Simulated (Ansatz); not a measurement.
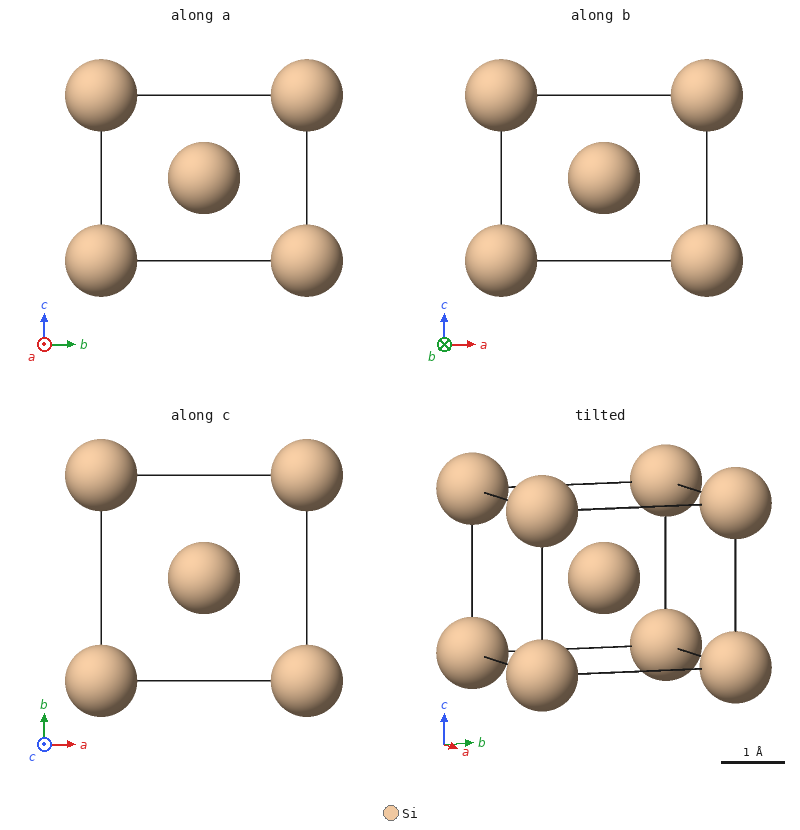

The figure gives a spheres-only picture of the atoms, viewed along the a axis, along the b axis, along the c axis and slightly off an axis. One conventional unit cell is outlined, and atoms on its boundary appear in each equivalent place.

Lattice parameters: a = 3.3046 Å, b = 3.3046 Å, c = 2.6564 Å, α = 90.000°, β = 90.000°, γ = 90.000°.

Question: Record the structure as a CIF with its space group and independent sites.

Answer:
```cif
data_structure
_symmetry_space_group_name_H-M 'I 4/m m m'
_symmetry_Int_Tables_number 139
_cell_length_a 3.3046
_cell_length_b 3.3046
_cell_length_c 2.6564
_cell_angle_alpha 90.000
_cell_angle_beta 90.000
_cell_angle_gamma 90.000
_cell_volume 29.01
loop_
_atom_site_label
_atom_site_type_symbol
_atom_site_symmetry_multiplicity
_atom_site_Wyckoff_symbol
_atom_site_fract_x
_atom_site_fract_y
_atom_site_fract_z
_atom_site_occupancy
Si1 Si 2 a 0.0000 0.0000 0.0000 1
```

The cell started as a random cell made by a generator, so it need not be a real form of the element. Relaxation method: Ansatz 0.2.0, DFT PBE, scalar-relativistic, plane waves, PAW.
